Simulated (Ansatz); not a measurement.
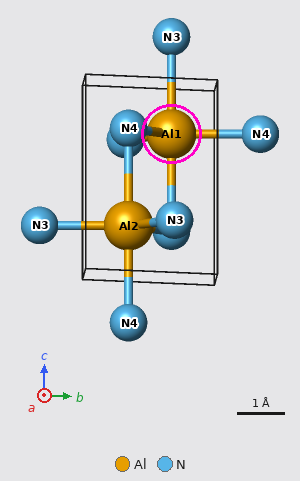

Energy scan for a crystal of AlN (P6_3/mmc), in which Al1 (one in each cell of 4 atoms) is moved over the plane of the Cartesian directions y and z, all else fixed. The picture shows the reference cell. The ringed atoms are those of the scanned coordinate. The picture is a ball-and-stick view of the cell of the calculation, seen nearly along the normal of the scanned plane.

The calculation used Ansatz 0.2.0, DFT PBE, scalar-relativistic, plane waves, PAW. Set-up: plane-wave cutoff 420 eV; k-point mesh 9 × 9 × 6; occupations gaussian; smearing width 0.05 eV; no spin polarisation. Energies (free energies at the smearing named) are counted from the cell as listed in its source, which wasn't relaxed.

The input:
```yaml
crystal:
  lattice:
    - [3.3121157418, 0.0, 0.0]
    - [-1.6560578709, 2.8683763727, 0.0]
    - [0.0, 0.0, 4.187563]
  atoms:
    - { symbol: Al, position: [0.3333333333, 0.6666666667, 0.75] }
    - { symbol: Al, position: [0.6666666667, 0.3333333333, 0.25] }
    - { symbol: "N", position: [0.3333333333, 0.6666666667, 0.25] }
    - { symbol: "N", position: [0.6666666667, 0.3333333333, 0.75] }
basis:
  ecutwfc: 420
kpoints:
  mp_grid: { grid: [9, 9, 6] }
hamiltonian:
  xc: pbe
scf:
  occupations: { method: gaussian, width: 0.05 }
output:
  forces: true
  stress: true
  eigenvalues: true
```

Question: What energies does the calculation give on a grid with rows −0.60, −0.30, 0.00, 0.30, 0.60 and columns −0.60, −0.30, 0.00, 0.30, 0.60 (displacement along y (Å); displacement along z (Å))?

Answer: Rows: displacement along y (Å); columns: displacement along z (Å); values in eV/cell.

|  | −0.60 | −0.30 | 0.00 | 0.30 | 0.60 |
| --- | --- | --- | --- | --- | --- |
| −0.60 | 3.72 | 1.91 | 1.66 | 1.91 | 3.72 |
| −0.30 | 3.54 | 0.96 | 0.55 | 0.96 | 3.54 |
| 0.00 | 3.42 | 0.48 | 0.00 | 0.48 | 3.42 |
| 0.30 | 3.91 | 1.43 | 1.08 | 1.43 | 3.91 |
| 0.60 | 7.28 | 6.86 | 7.36 | 6.86 | 7.28 |

In pairs of (displacement along y (Å); displacement along z (Å)): the lowest computed point lies at (0.00, 0.00) (0.00 eV/cell), the highest at (0.60, 0.00) (7.36 eV/cell).

As a map, interpolated between the computed points (dots):

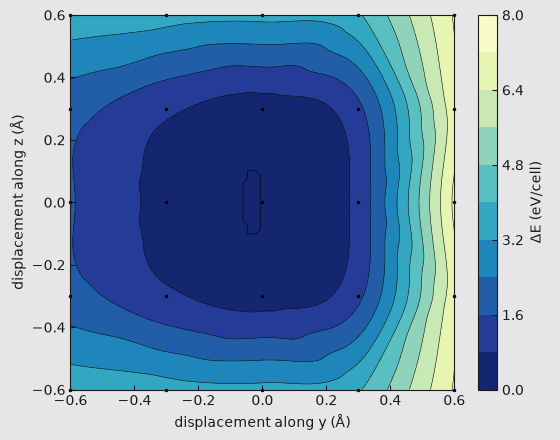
